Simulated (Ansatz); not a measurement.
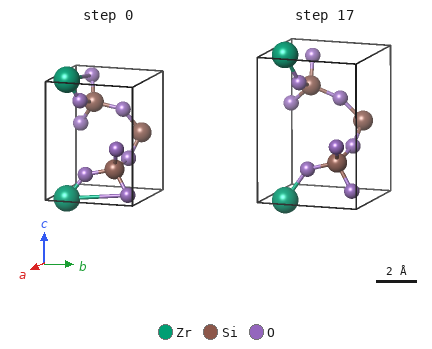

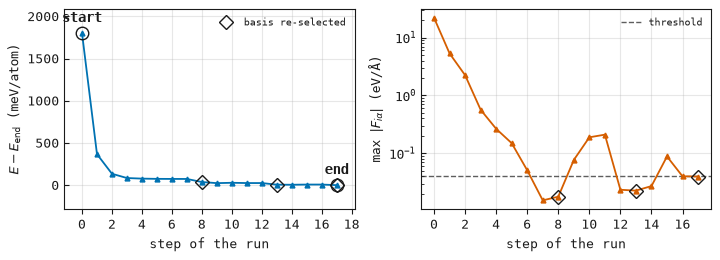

First and last geometry of a relaxation of crystalline ZrSi$_{3}$O$_{8}$ (a generated structure, set up in C2) (coarse preliminary run), with the history of the run. Style: ball-and-stick. Shown: the cell of the calculation, slightly off an axis.

The calculation used DFT PBE, scalar-relativistic, plane waves, PAW in Ansatz 0.2.0.

The input:
```yaml
crystal:
  lattice:
    - [3.3148045, -3.3148045, 0.0]
    - [3.3148045, 3.3148045, 0.0]
    - [0.0, 0.0, 6.14335408]
  atoms:
    - { symbol: Zr, position: [0.81770498, 0.18229502, 0.0] }
    - { symbol: Si, position: [0.18229502, 0.81770498, 0.5] }
    - { symbol: Si, position: [0.68229502, 0.68229502, 0.25] }
    - { symbol: Si, position: [0.31770498, 0.31770498, 0.75] }
    - { symbol: O, position: [0.63543002, 0.26834001, 0.80193001] }
    - { symbol: O, position: [0.23165999, 0.13543002, 0.55193001] }
    - { symbol: O, position: [0.36456998, 0.73165999, 0.30193001] }
    - { symbol: O, position: [0.76834001, 0.86456998, 0.05193001] }
    - { symbol: O, position: [0.86456998, 0.76834001, 0.44806999] }
    - { symbol: O, position: [0.26834001, 0.63543002, 0.69806999] }
    - { symbol: O, position: [0.13543002, 0.23165999, 0.94806999] }
    - { symbol: O, position: [0.73165999, 0.36456998, 0.19806999] }
basis:
  ecutwfc: 420
kpoints:
  mp_grid: { grid: [4, 4, 4] }
hamiltonian:
  xc: pbe
scf:
  occupations: { method: gaussian, width: 0.1 }
  lower_state_search: "off"
output:
  forces: true
  stress: true
  eigenvalues: true
relax:
  adjacent_minimum: "off"
  f_tol: 0.04
  max_steps: 70
  cell: { stress_tol: 0.4 }
```

Run as
```bash
ansatz run input.yaml --threads 1 --pin off --max-ram 2560MiB --backend cpu --events-out ev --progress --plain --runs-dir out
```

Q: Did the run converge, and what did it change?

A: It converged. After 14 accepted moves (17 points after the start) the energy has fallen by 1802 meV per atom. Largest force component: 22 eV/Å at the start, 0.04 eV/Å at the end. Pressure: 108.60 GPa at the start and −0.10 GPa at the end. The SCF was repeated 3 times at an unchanged geometry on a basis and grid sized afresh for the cell, which shifted the energy by 36.4 meV per atom at most. The largest moves relative to the cell, 0.55 Å, are those of O7 and O10. O7 goes roughly along [3 2 2]. By element the largest moves are O 0.55 Å, Si 0.22 Å, Zr 0.20 Å. The drawn cell changes as follows: a = b 4.688 → 5.318 Å (+13.5 %), c 6.143 → 7.514 Å (+22.3 %), α 90.0° → 90.2°, β 90.0° → 90.2°, γ 90.0° → 89.9°; the volume changes by +57.4 %. Among the contacts that change: Zr1–O11 1.541 → 1.958 Å, Zr1–O11 (another image) 3.223 → 3.559 Å, Si2–Si3 2.873 → 3.205 Å, Si3–O8 1.541 → 1.636 Å. Among the angles between lasting bonds that change: Si2–O9–Si3 137.7° → 160.6°, Si2–O7–Si3 137.7° → 158.8°, O5–Zr1–O12 109.5° → 117.3°. The space group stays C2 (No. 5). Cost: 7.1 min on 1 thread of Arm Neoverse V1 (shared host), peak memory 0.5 GiB.
